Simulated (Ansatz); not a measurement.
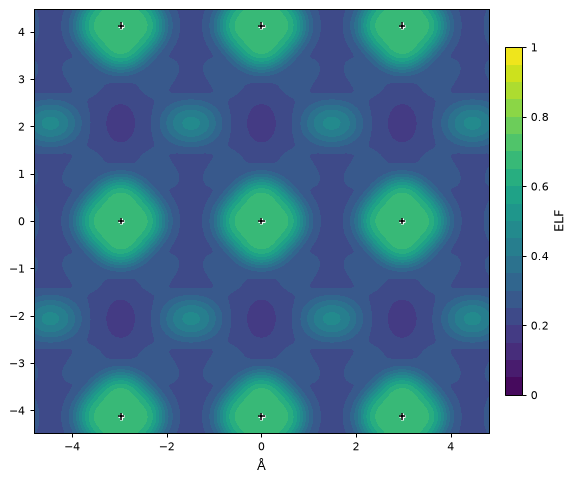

The electron localisation function on a plane through atoms (crosses mark nuclei in the plane).

The calculation used DFT PBEsol, scalar-relativistic, plane waves, PAW (Ansatz).

Candidates:
A. Pt, a = 2.97 Å, b = 2.97 Å, c = 4.13 Å, α = 90.00°, β = 90.00°, γ = 120.00°. Space group P6₃/mmc; a structure from a database of computed crystals, not necessarily the ambient phase; computed pressure about −5 GPa in this cell.
B. Mo, a = 3.14 Å, b = 3.14 Å, c = 3.14 Å, α = 90.00°, β = 90.00°, γ = 90.00°. Space group Im-3m; computed pressure about −3 GPa in this cell; computed without spin polarisation.
C. Hf₂S, a = 3.35 Å, b = 3.35 Å, c = 11.66 Å, α = 90.00°, β = 90.00°, γ = 120.00°. Space group P6₃/mmc; a structure from a database of computed crystals, not necessarily the ambient phase.

### Which candidate gave the map?

Candidate A: Pt on the (100) plane of the conventional cell, which holds Pt. Pt–Pt (2.97 Å): the ELF is about 0.25 at the midpoint; no localised pair shows between them.
